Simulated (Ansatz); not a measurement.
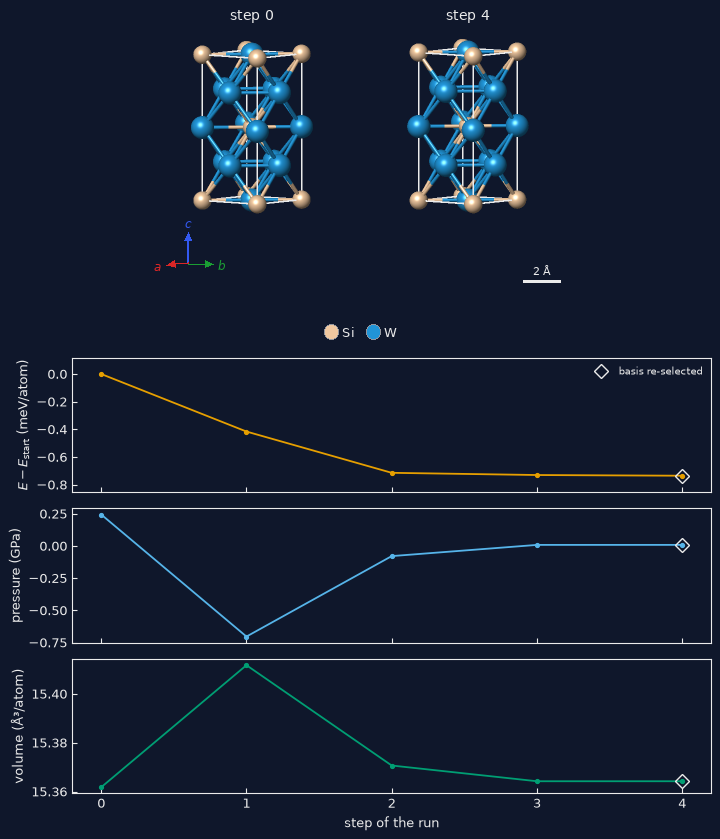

First and last geometry of a relaxation of crystalline SiW$_{3}$ (built on the TiAl3 (D0_22)_139 type), with the history of the run. The picture is a ball-and-stick view of the conventional cell (2 times the calculation's cell), seen from a free direction. Lengths and directions refer to the drawn axes.

Case: TiAl3 (D0_22) type (I4/mmm, No. 139).

Method: DFT PBE, scalar-relativistic, plane waves, PAW in Ansatz.

Input file:
```yaml
crystal:
  lattice:
    - [-1.9485610507, 1.9485610507, 4.0458872477]
    - [1.9485610507, -1.9485610507, 4.0458872477]
    - [1.9485610507, 1.9485610507, -4.0458872477]
  atoms:
    - { symbol: Si, position: [0.0, 0.0, 0.0] }
    - { symbol: W, position: [0.5, 0.5, 0.0] }
    - { symbol: W, position: [0.25, 0.75, 0.5] }
    - { symbol: W, position: [0.75, 0.25, 0.5] }
basis:
  ecutwfc: 420
kpoints:
  mp_grid: { grid: [16, 16, 16] }
hamiltonian:
  xc: pbe
scf:
  occupations: { method: gaussian, width: 0.1 }
output:
  forces: true
  stress: true
  eigenvalues: true
relax:
  adjacent_minimum: "off"
  f_tol: 0.01
  max_steps: 80
  cell: { stress_tol: 0.05 }
```

Run as
```bash
ansatz run input.yaml --threads 1 --pin off --max-ram 2560MiB --backend cpu --events-out ev --progress --plain --runs-dir out
```

Question: Did the run converge, and what did it change?

Answer: It converged. The atoms keep their places relative to the cell (all moves are under 0.005 Å). The drawn cell changes at constant volume: a = b 3.897 → 3.870 Å (−0.7 %), c 8.092 → 8.208 Å (+1.4 %). Some distances before and after: W3–W4 2.756 → 2.736 Å, Si1–W2 2.756 → 2.736 Å, Si1–W3 2.809 → 2.820 Å, W2–W3 2.809 → 2.820 Å. The space group stays I4/mmm (No. 139). The energy falls by 0.7 meV per atom in 3 accepted moves (4 points after the start). All forces vanish by symmetry, so only the cell relaxes. Pressure: 0.24 GPa at the start and 0.01 GPa at the end. At 1 point the geometry stayed and the basis and grid were re-selected for the new cell (energy shift of less than 0.05 meV per atom at most each time).
